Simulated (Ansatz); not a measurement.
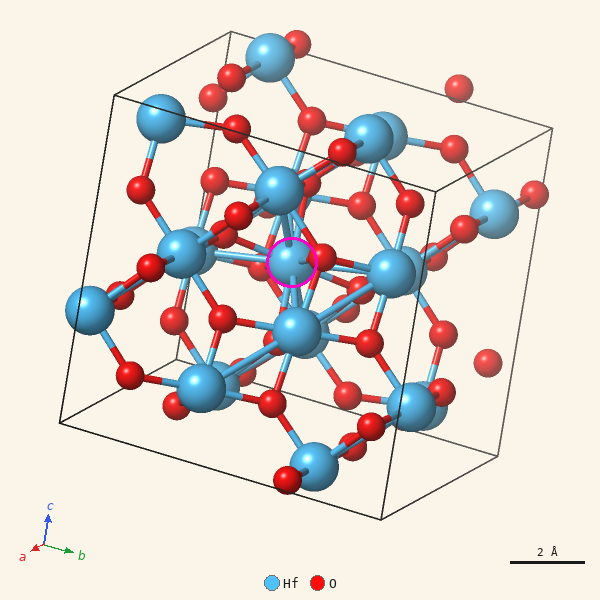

The crystal in a ball-and-stick representation, seen slightly off an axis. The parallelepiped is the supercell. The host is HfO2, in a cell of 48 sites, and the cell is neutral. A ring marks the defect's site.

Name the defect and give its surroundings.

Answer. An interstitial hafnium atom. It is bonded to six Hf and six O (about 2.8 to 2.9 Å to Hf, 2.2 Å to O). Not all metal-metal contacts are counted.

The atoms were relaxed in the host's cell with DFT PBEsol, scalar-relativistic, plane waves, PAW in Ansatz.
